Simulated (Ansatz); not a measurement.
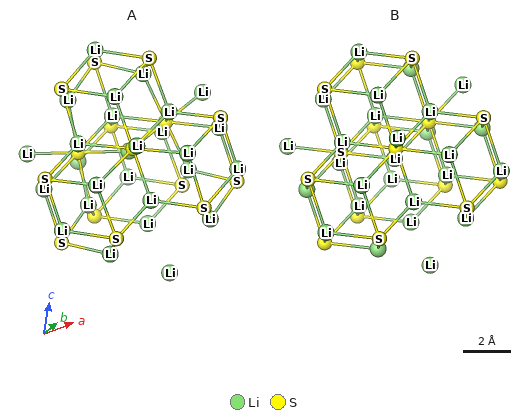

Two geometries of a defect cell of composition Li$_{16}$S$_{7}$ (cell charge +2), drawn at one scale. One is the start of a relaxation, the other its converged end. The picture is a ball-and-stick view of the atoms within 5.0 Å of the atom that moves most (axes of the cell of the calculation (origin shifted)), seen slightly off an axis.

These are results of Ansatz 0.2.0, DFT PBEsol, scalar-relativistic, plane waves, PAW, not measurements. (plane-wave cutoff 420 eV; k-point mesh 4 × 4 × 4; occupations gaussian; smearing width 0.05 eV; no spin polarisation; atoms relaxed in a fixed cell; force threshold 0.02 eV/Å; at most 50 steps)

### Which of the two is the end point?

Structure A is the relaxed one. Case: S vacancy, atoms relaxed. After 3 geometry steps the energy has fallen by 1.781 eV per cell of the calculation. The largest force component goes from 0.7 to 0.0008 eV/Å. The largest moves, 0.35 Å, are those of Li atoms. S stays in place. The cell stays as it was. Among the contacts that change: Li–S 2.448 → 2.355 Å, Li–S 2.448 → 2.481 Å. Among the angles between lasting bonds that change: S–Li–S 109.5° → 116.2°, S–Li–S 109.5° → 107.4°, S–Li–S 109.5° → 111.5°.

Limits of the set-up: the periodic images lie only 8.0 Å apart, so the values are limited by the cell's size; the cell is charged, on a uniform background, and energies carry no finite-size correction.
